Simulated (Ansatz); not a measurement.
**PtS2 (slab): density, localisation and related maps**

The calculation's input:

```
crystal:
  lattice:
    - [3.5713266494, 0.0, 0.0]
    - [0.0, 7.8102244575, 0.0]
    - [0.0, 0.0, 25.0777854514]
  atoms:
    - { symbol: S, position: [0.0, 0.4882855681, 0.2990694699] }
    - { symbol: Pt, position: [0.5, 0.6863658262, 0.3117611896] }
    - { symbol: S, position: [0.0, 0.8844460843, 0.3244529093] }
    - { symbol: S, position: [0.5, 0.1746513943, 0.374364994] }
    - { symbol: Pt, position: [0.0, 0.3727316524, 0.3870567137] }
    - { symbol: S, position: [0.5, 0.5708119104, 0.3997484335] }
    - { symbol: S, position: [0.0, 0.8610172204, 0.4496605182] }
    - { symbol: Pt, position: [0.5, 0.0590974785, 0.4623522379] }
    - { symbol: S, position: [0.0, 0.2571777366, 0.4750439576] }
    - { symbol: S, position: [0.5, 0.5473830466, 0.5249560424] }
    - { symbol: Pt, position: [0.0, 0.7454633047, 0.5376477621] }
    - { symbol: S, position: [0.5, 0.9435435628, 0.5503394818] }
    - { symbol: S, position: [0.0, 0.2337488728, 0.6002515665] }
    - { symbol: Pt, position: [0.5, 0.4318291309, 0.6129432863] }
    - { symbol: S, position: [0.0, 0.629909389, 0.625635006] }
    - { symbol: S, position: [0.5, 0.920114699, 0.6755470907] }
    - { symbol: Pt, position: [0.0, 0.1181949571, 0.6882388104] }
    - { symbol: S, position: [0.5, 0.3162752151, 0.7009305301] }
basis:
  ecutwfc: 420
kpoints:
  mp_grid: { grid: [10, 5, 1] }
hamiltonian:
  xc: pbesol
scf:
  occupations: { method: gaussian, width: 0.05 }
output:
  forces: true
  eigenvalues: true
  write_density: true
  write_potential: true
  elf: true
  volumetric_format: npy
relax:
  adjacent_minimum: "off"
  f_tol: 0.02
  max_steps: 60
efield:
  axis: 3
  dipole_correction: true
  ramp_width: 0.04
```

Run with:

```sh
ansatz run input.yaml --threads 8 --pin off --max-ram 14336MiB --backend cpu --events-out ev --progress --plain --runs-dir out
```

The fields are those of the relaxed geometry.

These are results of DFT PBEsol, scalar-relativistic, plane waves, PAW in Ansatz, not measurements.

The density is the valence pseudo-density of a PAW calculation; it isn't the true density close to the nuclei.

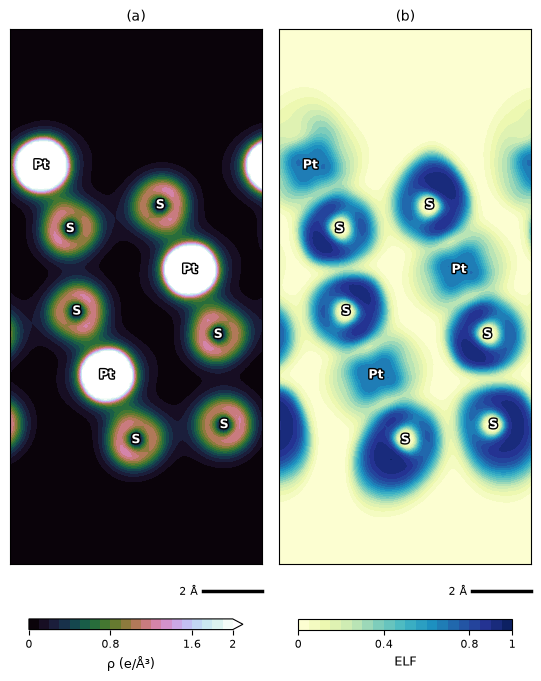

Figure 1. (a) valence pseudo-density; (b) ELF on the (100) plane of the calculation cell, a cut from vacuum to vacuum.

What does the map show?

The plane passes through S and Pt nuclei.
Pt–S (2.35 Å): the density is about 0.72 e/Å³ at the midpoint; the ELF peaks at about 0.85 in the valence shell of S, 0.8 Å from its nucleus, and is about 0.45 at the midpoint.
Pt–S (2.39 Å): ρ at the midpoint is about 0.67 e/Å³; the ELF peaks at about 0.85 in the valence shell of S, 0.8 Å from its nucleus, and is about 0.45 at the midpoint.
The density dies away to nearly zero in the vacuum.
The features right at Pt lie inside the PAW spheres, where the map follows smoothed inner orbitals and isn't to be read closely.

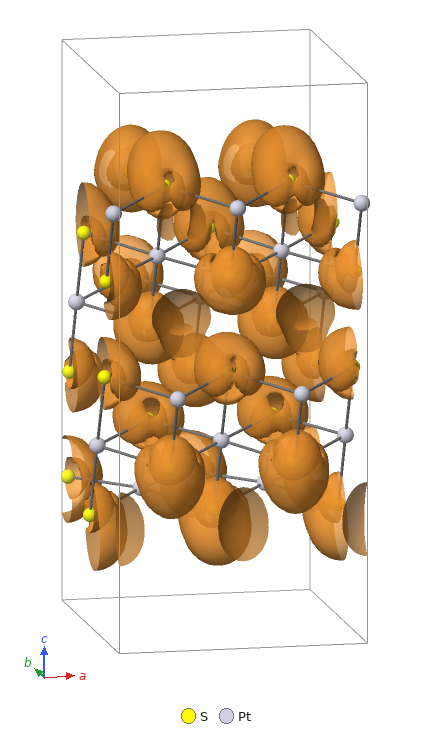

Figure 2. Isosurface of the ELF at 0.75 (orange), seen slightly off an axis. Only the valence region is drawn (cores and ρ < 0.01 e/Å³ removed). Sticks mark near contacts.

Identify the bonds, lone pairs and shells in this picture.

At this value the surface marks out twelve regions wrapped around S (the valence shell of each), counted in one cell of 18 atoms. Counts are for one cell; the picture repeats the cell along the surface. Profiles from the grid: Pt–S (2.31 Å): the ELF peaks at about 0.85 in the valence shell of S, 0.8 Å from its nucleus, and is about 0.45 at the midpoint.

Does the calculation make it a metal, or give it a gap?

It is gapless in this calculation (a metal or semimetal).
